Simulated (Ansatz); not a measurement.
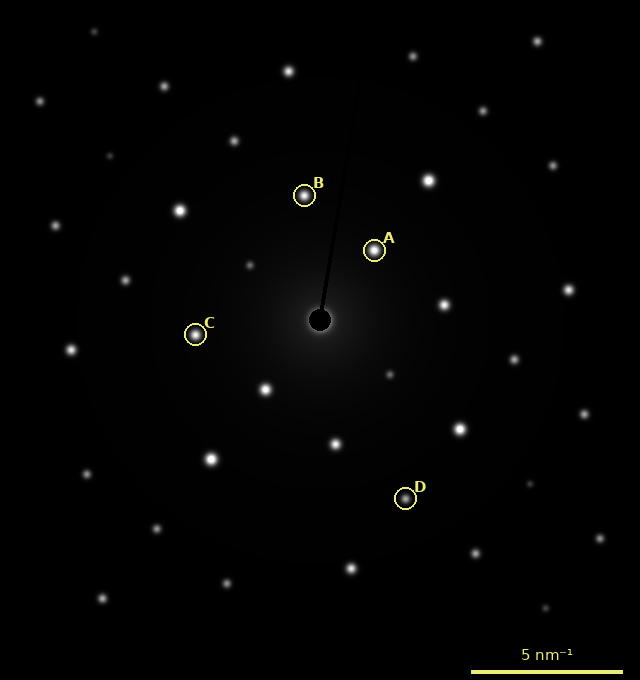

Simulated selected-area electron diffraction pattern (200 kV, kinematic approximation, thin crystal, B = 1 Å² for all atoms). The zone axis points towards the electron source and the pattern is seen from the source side.

The sample is WSe2, space group Fmmm (No. 69), a = 6.78 Å, b = 6.82 Å, c = 11.21 Å. Structure: the geometry relaxed with DFT PBE, scalar-relativistic, plane waves, PAW in Ansatz; the starting structure was generated, so it need not be a known form of this composition.

Spot A is indexed 0 -2 0 and spot B 2 -2 0.

Q: Index the other marked spots.

A: C = −2A + B = 2 2 0 (d = 2.405 Å). D = A − 2B = -4 2 0 (d = 1.519 Å).

Q: Which zone axis is this?

A: The cross product of A and B is parallel to [001]; every spot obeys hu + kv + lw = 0.

Q: What are the spacings of A and B and the angle between them?

A: d(A) = 3.410 Å, d(B) = 2.405 Å, and the angle is 45.2°.
